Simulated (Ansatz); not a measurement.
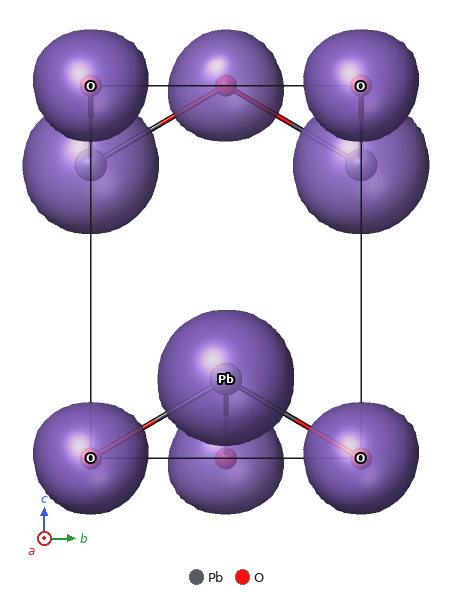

PbO. Isosurface of the valence pseudo-density at 0.6 e/Å³ (purple), seen along the a axis. Sticks mark near contacts.

Space group P4/nmm.

Method: Kohn-Sham DFT of a periodic cell, PBE, Ansatz PAW in Ansatz.

The density is the valence pseudo-density of a PAW calculation; it isn't the true density close to the nuclei.

```
CELL_PARAMETERS angstrom
4.05659 0.00000 0.00000
0.00000 4.05659 0.00000
0.00000 0.00000 5.59521
ATOMIC_POSITIONS crystal
Pb 0.50000 0.00000 0.78729
Pb 0.00000 0.50000 0.21271
O 0.50000 0.50000 0.00000
O 0.00000 0.00000 0.00000
```

Question: How is the density connected at this value?

Answer: At this value the density breaks into separate islands; it holds about 75 % of the electrons treated as valence (semicore included). It bridges none of the near contacts. It is pinched off along the shortest Pb–O (2.35 Å) contacts. On the grid the lowest density along these lines, outside the cores, is 0.41 e/Å³ (Pb–O, 2.35 Å).

Question: Metal or insulator at this level of theory?

Answer: It is gapped, with a Kohn–Sham gap of 1.8 eV on the k-point mesh (the band edges may lie off the mesh, which would make the gap smaller).
